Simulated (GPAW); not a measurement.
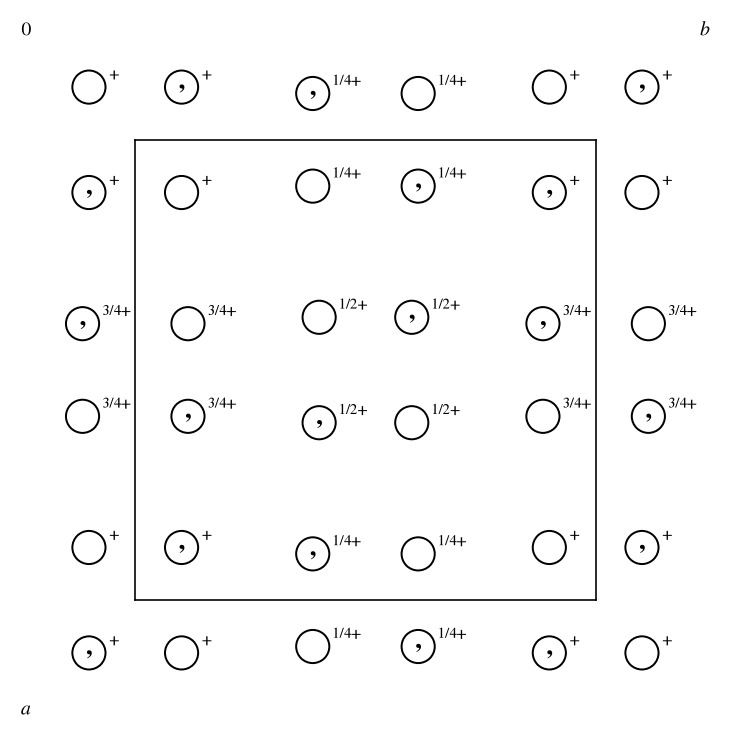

General positions of a space group, projected down c, computed from the operations of a computed or model structure of composition NbP.

A circle is a general position, a comma marks the mirror image, + and − with a fraction give the height (along the projection axis: ½+ is ½ plus the coordinate, − is its negative), and a split circle stands for two positions above each other.

> Identify the space group.

No. 109, I4₁md; body-centred tetragonal, point group 4mm, 16 general positions a cell.

> Write the general positions (in any order).

For each centring vector (0, 0, 0), (1/2, 1/2, 1/2):
x, y, z; −y, x+1/2, z+1/4; −x+1/2, −y+1/2, z+1/2; y+1/2, −x, z+3/4; −x, y, z; y, x+1/2, z+1/4; x+1/2, −y+1/2, z+1/2; −y+1/2, −x, z+3/4
